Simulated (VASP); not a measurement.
# SiC (Moissanite 3C): time-dependent DFT spectra, part 5 of 5

Aim: the absorption of SiC (Moissanite 3C) from time-dependent DFT with and without exact exchange. The cell is of the zinc-blende type, one of the forms listed for this formula. The start is a cell from a database of measured crystal structures.

VASP 6.6.1, plane waves and PAW; the level of theory is named at each step.

So far, lowest excitation (eV): step 4 (casida equation on LDA, time-dependent LDA, Casida form) 4.51; step 5 (random-phase approximation on LDA, RPA spectrum on LDA) 4.52; step 9 (casida equation on HSE06, time-dependent HSE06, Casida form) 5.68; step 10 (random-phase approximation on HSE06, RPA spectrum on HSE06) 5.75.

## (14) Casida equation on PBE-EpsX

This step: time-dependent PBE-EpsX, Casida form; plane waves and PAW (Si, C) (VASP 6.6.1).

The Casida equation, in the Tamm-Dancoff approximation (ANTIRES = 0), couples the pairs by a local exchange-correlation kernel and by exact exchange, which attracts electron and hole.

The input, INCAR:

```
SYSTEM = SiC
PREC = Accurate
ENCUT = 420
ISMEAR = 0
SIGMA = 0.01
LREAL = .FALSE.
LHFCALC = .TRUE.
AEXX = 0.143
GGA = PE
LASPH = .TRUE.
NBANDS = 24
PRECFOCK = Fast
ALGO = TDHF
NBANDSO = 4
NBANDSV = 4
OMEGAMAX = 25
NEDOS = 1000
CSHIFT = 0.1
LWAVE = .FALSE.
LCHARG = .FALSE.
ANTIRES = 0
LFXC = .TRUE.
LADDER = .TRUE.
```

The input, POSCAR:

```
SiC
1.0
    0.0000000000      2.1790000000      2.1790000000
    2.1790000000      0.0000000000      2.1790000000
    2.1790000000      2.1790000000      0.0000000000
Si C
1 1
Direct
    0.0000000000      0.0000000000      0.0000000000
    0.7500000000      0.7500000000      0.7500000000
```

The input, KPOINTS:

```
Automatic mesh
0
Gamma
6 6 6
0 0 0
```

Potentials, in the order of the species: Si and C (PBE family, release 64).

The run starts from files that an earlier step left in the folder.

Started as:

```
mpirun -np 8 vasp_std
```

Log:

```text
[banner, memory and clock lines left out]
 LDA part: xc-table for (Slater+PW92), standard interpolation
 found WAVECAR, reading the header
 POSCAR, INCAR and KPOINTS ok, starting setup
 FFT: planning ... GRIDC
 FFT: planning ... GRID_SOFT
 FFT: planning ... GRID
 reading WAVECAR
 the WAVECAR file was read successfully
 initial charge from wavefunction
 available memory per node:    138.29 GB, setting MAXMEM to    141609

 The Fermi energy was updated, please check that it is located mid-gap
 values below the HOMO (VB) or above the LUMO (CB) will cause erroneous energies
 E-fermi :   8.6808

 Doing            0  frequencies on each core in blocks of            0
 parallelization over k-points
 Using distributed matrix
 Using distributed eigensolver
 allocating two-electron 4 orbital integral table    4    4    4    4
 BSE setting up matrix
 available memory per node:    138.31 GB, setting MAXMEM to    141627
 Calculate matrix elements of the BSE Hamiltonian:
 Workload is divided into blocks of two-electron 4 orbital integrals computed in
  parallel.
 Each block/integral has dimensions  of (   4,   4,   4,   4) orbitals
 Total number of blocks/integrals:                23436
 Number of spins:                                     1
 Number of kpoints:                                 216
 Spin channel:                                        1
  Number of blocks of unoccupied bands:               1
  Number of blocks of occupied bands:                 1
 Number of rows/columns of blocks:                  216

                                                        Time (sec)
               Integrals                 Ranks       Real         CPU
  [         1 -       1728/     23436]     8         0.22        0.00
  [      1729 -       3456/     23436]     8         0.48        0.00
  [      3457 -       5184/     23436]     8         0.72        0.00
  [      5185 -       6912/     23436]     8         0.94        0.00
  [      6913 -       8640/     23436]     8         1.21        0.00
  [      8641 -      10368/     23436]     8         1.43        0.00
  [     10369 -      12096/     23436]     8         1.68        0.00
  [     12097 -      13824/     23436]     8         1.92        0.00
  [     13825 -      15552/     23436]     8         2.20        0.00
  [     15553 -      17280/     23436]     8         2.41        0.00
  [     17281 -      19008/     23436]     8         2.63        0.00
  [     19009 -      20736/     23436]     8         2.88        0.00
  [     20737 -      22464/     23436]     8         3.10        0.00
  [     22465 -      23328/     23436]     8         3.21        0.00
  [     23329 -      23436/     23436]     8         3.23        0.00

[... 6 parts as in an earlier step ...]
```

Elapsed: 8.2 s, on 8 MPI ranks of Intel Xeon 6975P-C (Granite Rapids), shared host; peak memory 1.8 GiB; 49 s of CPU time.

From OUTCAR (step 14):

```text
   NELECT =       8.0000    total number of electrons

 E-fermi :   8.6808

[... 8 parts as in an earlier step ...]

[... 2 further parts left out ...]
```

Numbers from this step:

| Quantity | Value |
| --- | --- |
| lowest excitation | 5.280 eV |

The imaginary dielectric function, xx has structure finer than the step of the table below, so its rows give means over 2 eV, whole bins alone (the curve runs from 0 to 25 eV). Peaks (eV: height): 6.3: 23.9, 7.3: 44.6, 9.1: 11.1, 11.6: 9.70.

From 4 filled and 4 empty bands alone, without any pair above OMEGAMAX = 25 eV, so strength is missing wherever others contribute; lines are broadened by CSHIFT, which also makes the tail under the first line. Imaginary dielectric function, xx against photon energy; means over each step:

| photon energy (eV) | imaginary dielectric function, xx |
| --- | --- |
| 2 | 0.0515 |
| 4 | 0.297 |
| 6 | 8.94 |
| 8 | 13.0 |
| 10 | 5.81 |
| 12 | 4.48 |
| 14 | 0.828 |
| 16 | 0.507 |
| 18 | 0.306 |
| 20 | 0.159 |
| 22 | 0.0425 |
| 24 | 0.0255 |

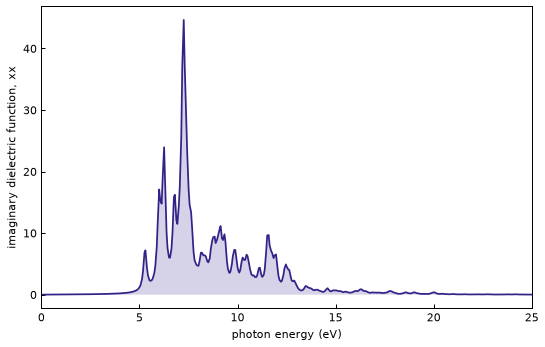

Imaginary dielectric function, xx against photon energy.

Some of the lowest 40 states alone, with states under 2.5 meV apart joined, scaled to the strongest line shown. Exciton lines, with heights relative to the strongest:

| position (eV) | lines merged | oscillator strength |
| --- | --- | --- |
| 5.280 | 3 | 0.0 |
| 5.285 | 3 | 32 |
| 5.992 | 3 | 0.0 |
| 5.999 | 3 | 63 |
| 6.008 | 3 | 0.0 |
| 6.012 | 3 | 0.0 |
| 6.241 | 3 | 0.0 |
| 6.247 | 3 | 100 |
| 6.267 | 5 | 0.0 |
| 6.271 | 1 | 0.0 |

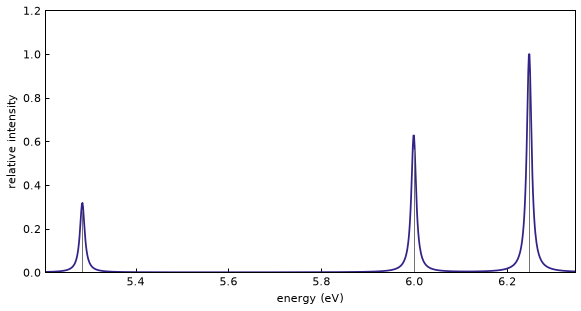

The exciton spectrum, broadened with Lorentzians of width 0.012 eV; bars mark the lines.

The lowest excitation lies at 5.280 eV, -369 meV against the direct gap of these orbitals, a distance that this coarse mesh makes far too large. It is dark; the first state with over 2 % of the strongest strength among the lowest 40 lies at 5.285 eV. Peak heights aren't converged with the mesh, least of all at the onset.

## (15) Random-phase approximation on PBE-EpsX

This step: RPA spectrum on PBE-EpsX; plane waves and PAW (Si, C) (VASP 6.6.1).

With the exchange-correlation kernel off, only the local fields remain: the random-phase approximation.

INCAR: that of step 14 with these lines changed.

```diff
@@ -21,3 +21,3 @@
 ANTIRES = 0
-LFXC = .TRUE.
-LADDER = .TRUE.
+LFXC = .FALSE.
+LADDER = .FALSE.
```

POSCAR is that of step 14.

KPOINTS is that of step 14.

Started as:

```
mpirun -np 8 vasp_std
```

Log:

```text
[banner, memory and clock lines left out]
 LDA part: xc-table for (Slater+PW92), standard interpolation
 found WAVECAR, reading the header
 POSCAR, INCAR and KPOINTS ok, starting setup
 FFT: planning ... GRIDC
 FFT: planning ... GRID_SOFT
 FFT: planning ... GRID
 reading WAVECAR
 the WAVECAR file was read successfully
 initial charge from wavefunction
 available memory per node:    144.21 GB, setting MAXMEM to    147669

 Doing            0  frequencies on each core in blocks of            0
 parallelization over k-points
 Using distributed matrix
 Using distributed eigensolver
 allocating two-electron 4 orbital integral table    4    4    4    4
 BSE setting up matrix
 available memory per node:    144.21 GB, setting MAXMEM to    147668
 Calculate matrix elements of the BSE Hamiltonian:
 Workload is divided into blocks of two-electron 4 orbital integrals computed in
  parallel.
 Each block/integral has dimensions  of (   4,   4,   4,   4) orbitals
 Total number of blocks/integrals:                23436
 Number of spins:                                     1
 Number of kpoints:                                 216
 Spin channel:                                        1
  Number of blocks of unoccupied bands:               1
  Number of blocks of occupied bands:                 1
 Number of rows/columns of blocks:                  216

                                                        Time (sec)
               Integrals                 Ranks       Real         CPU
  [         1 -       1728/     23436]     8         0.19        0.00
  [      1729 -       3456/     23436]     8         0.37        0.00
  [      3457 -       5184/     23436]     8         0.50        0.00
  [      5185 -       6912/     23436]     8         0.67        0.00
  [      6913 -       8640/     23436]     8         0.79        0.00
  [      8641 -      10368/     23436]     8         0.97        0.00
  [     10369 -      12096/     23436]     8         1.10        0.00
  [     12097 -      13824/     23436]     8         1.27        0.00
  [     13825 -      15552/     23436]     8         1.40        0.00
  [     15553 -      17280/     23436]     8         1.55        0.00
  [     17281 -      19008/     23436]     8         1.68        0.00
  [     19009 -      20736/     23436]     8         1.87        0.00
  [     20737 -      22464/     23436]     8         2.01        0.00
  [     22465 -      23328/     23436]     8         2.10        0.00
  [     23329 -      23436/     23436]     8         2.12        0.00

[... 7 parts as in an earlier step ...]
```

Elapsed: 6.2 s, on 8 MPI ranks; peak memory 1.8 GiB.

Parts of OUTCAR (step 15):

```text
   NELECT =       8.0000    total number of electrons

 E-fermi :   8.6808

[... 8 parts as in an earlier step ...]

[... 2 further parts left out ...]
```

This step gave:

| Quantity | Value |
| --- | --- |
| lowest excitation | 5.650 eV |

The imaginary dielectric function, xx has structure finer than the step of the table below, so its rows give means over 2 eV, whole bins alone (the curve runs from 0 to 25 eV). Peaks (eV: height): 6.6: 17.3, 7.1: 10.1, 7.8: 36.6, 9.8: 14.8, 12.4: 13.3, 13.1: 9.02.

From 4 filled and 4 empty bands alone, without any pair above OMEGAMAX = 25 eV, so strength is missing wherever others contribute; lines are broadened by CSHIFT, which also makes the tail under the first line. Table of imaginary dielectric function, xx by photon energy; means over each step:

| photon energy (eV) | imaginary dielectric function, xx |
| --- | --- |
| 2 | 0.0325 |
| 4 | 0.125 |
| 6 | 4.04 |
| 8 | 12.0 |
| 10 | 7.33 |
| 12 | 6.06 |
| 14 | 2.84 |
| 16 | 0.943 |
| 18 | 0.623 |
| 20 | 0.364 |
| 22 | 0.0871 |
| 24 | 0.0610 |

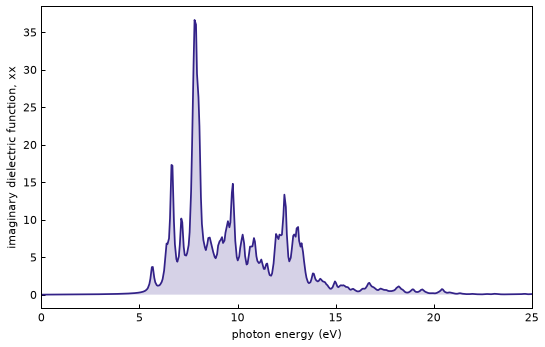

Imaginary dielectric function, xx against photon energy.

The lowest excitation lies at 5.650 eV, +1 meV against the direct gap of these orbitals. It is dark; the first state with over 2 % of the strongest strength among the lowest 40 lies at 5.655 eV. Peak heights aren't converged with the mesh, least of all at the onset.

## (16) Summary

This step: time-dependent LDA, HSE06, PBE-EpsX; plane waves and PAW (VASP 6.6.1).

This step runs nothing: it gathers the runs above.

Cost is wall time times ranks on a shared host, for this step alone, without the steps before it. Excitations by level:

| level | first excitation (eV) | cost (core minutes) |
| --- | --- | --- |
| Casida equation on LDA | 4.514 | 0.93 |
| random phases on LDA | 4.515 | 0.88 |
| Casida equation on HSE06 | 5.676 | 1.09 |
| random phases on HSE06 | 5.754 | 1.15 |
| Casida equation on PBE-EpsX | 5.28 | 1.09 |
| random phases on PBE-EpsX | 5.65 | 0.83 |

## (17) Results

```yaml
casida_equation_on_lda: lowest vertical excitation 4.514 eV; direct gap 4.514 eV
rpa_on_lda: lowest vertical excitation 4.515 eV; direct gap 4.514 eV
casida_equation_on_hse06: lowest vertical excitation 5.676 eV; direct gap 5.753 eV
rpa_on_hse06: lowest vertical excitation 5.754 eV; direct gap 5.753 eV
casida_equation_on_pbe_epsx: lowest vertical excitation 5.280 eV; direct gap 5.649 eV
rpa_on_pbe_epsx: lowest vertical excitation 5.650 eV; direct gap 5.649 eV
```

In words: Time-dependent HSE06 puts the lowest vertical singlet excitation at 5.676 eV, 0.08 eV below the direct gap of 5.753 eV; the states within 10 meV of it carry 38 % of the strength of the strongest such group among the lowest 40 states. Time-dependent PBE-EpsX puts the lowest vertical singlet excitation at 5.280 eV, 0.37 eV below the direct gap of 5.649 eV; the states within 10 meV of it carry 32 % of the strength of the strongest such group among the lowest 40 states. The exchange-correlation kernel and the attraction move the centre of weight of eps2 xx over the computed range by -1.40 eV against the run in the random-phase approximation on HSE06, a shift that holds the same mesh error (HSE06). The exchange-correlation kernel and the attraction move the centre of weight of eps2 xx over the computed range by -1.34 eV against the run in the random-phase approximation on PBE-EpsX, a shift that holds the same mesh error (PBE-EpsX). The LDA kernel binds nothing: its lowest excitation, 4.514 eV, sits at the direct gap of 4.514 eV. The binding energy was not obtained: in a well-screened crystal the exciton spreads over many cells, and on this mesh its distance from the gap is set by the mesh and is far too large. On such a mesh the heights of single peaks aren't converged either. For the hybrids, on a mesh this coarse most of the distance from the gap can come from the q = 0 term of the exact exchange, which falls with the number of k points, so it doesn't show which functional binds an exciton. These are vertical excitations; an indirect gap can lie lower. Direct gaps by functional: 4.514 eV at LDA, 5.753 eV at HSE06 and 5.649 eV at PBE-EpsX. Exact exchange widens them. Unscreened exchange converges slowly with the mesh, in the gaps as in the binding, and the two errors partly cancel in the excitation energy. Only the bands set by NBANDSO and NBANDSV form pairs, and any pair above OMEGAMAX = 25 eV is dropped, so the spectrum is that of this window; the window can cut degenerate bands. The given cell is kept, although it stands at -3.6 GPa at LDA and ENCUT = 420 eV, which holds the mismatch of the given cell with this functional and any basis-set error. Not tabulated here, as repeats of values shown or as unfit to read for their mesh, reference level or band range: eps2 curves (empty bands); eps1 curves and static values (Casida equation, empty bands, random phases); gaps (empty bands); line lists of runs without attraction (Casida equation, random phases); exciton binding energies (Casida equation).

[Lines on the potential files, build, host, timing and source positions are cut from VASP's logs without a mark.]

[Logs are printed without paths, hosts, clocks, repeated set-up lines and the standing remarks that a program may print on its own settings, such as how far it seeks lower states.]

[Hosts, paths, dates, database ids (printed as entryN), source tags and the programs' standing remarks are cut or masked in the printed files.]

[Pressures printed for these runs are not shown converged in the cutoff: they can be off by several GPa and have the wrong sign.]
